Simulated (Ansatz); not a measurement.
# P: what the fields show

```
CELL_PARAMETERS angstrom
9.20000 0.00000 0.00000
0.00000 9.20000 0.00000
0.00000 0.00000 7.40000
ATOMIC_POSITIONS crystal
P 0.50000 0.50000 0.00000
P 0.00000 0.00000 0.00000
P 0.00000 0.50000 0.62500
P 0.50000 0.00000 0.37500
```

Space group P4/nmm; a structure from a database of computed crystals, not necessarily the ambient phase; spin-polarised.

Theory: DFT PBEsol, scalar-relativistic, plane waves, PAW (Ansatz).

The density is the valence pseudo-density of a PAW calculation; it isn't the true density close to the nuclei.

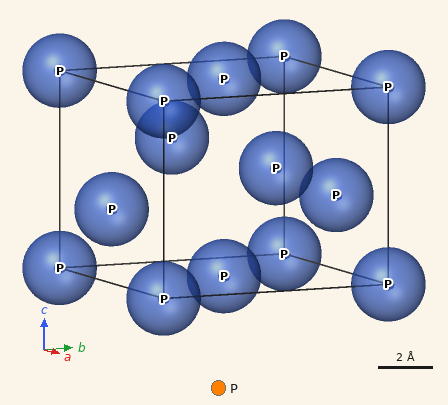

Figure 1. Isosurface of the spin density at +0.08 e/Å³ (blue), seen at an oblique angle.

### Where is the spin, and how is it ordered?

The spin density sits on P: +2.9 μB (×4) in one cell of 4 atoms: parallel main moments (a ferromagnetic arrangement) in this solution. The cell of the calculation (4 atoms) carries 12.0 μB of net spin moment.

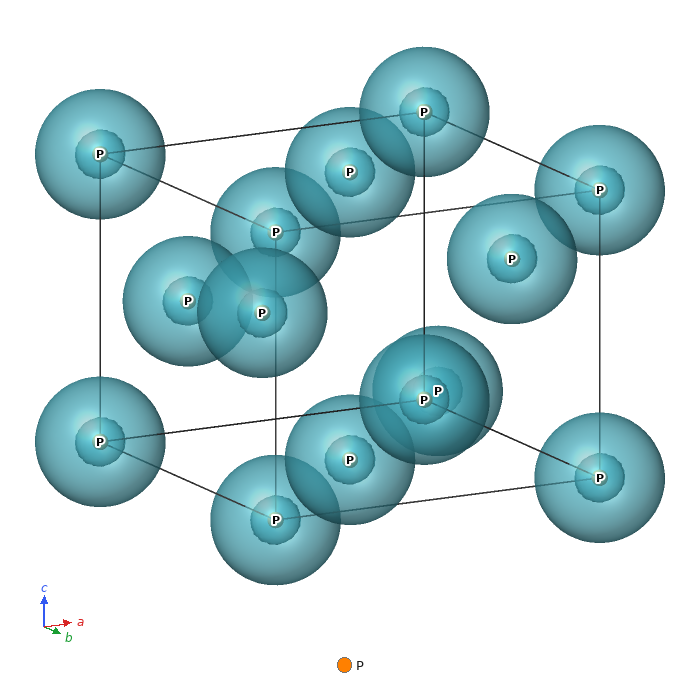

Figure 2. Isosurface of the electron localisation function at 0.75 (cyan), seen at an oblique angle. Core shells and regions of very low density are left out.

### Describe the localisation domains.

The surface consists of four regions wrapped around P (the valence shell of each), counted in one cell of 4 atoms. Regions shared between cells count once.

### Does the calculation give a band gap?

It is gapped, with a Kohn–Sham gap of 2.2 eV on the k-point mesh, an upper bound to the gap of this method.
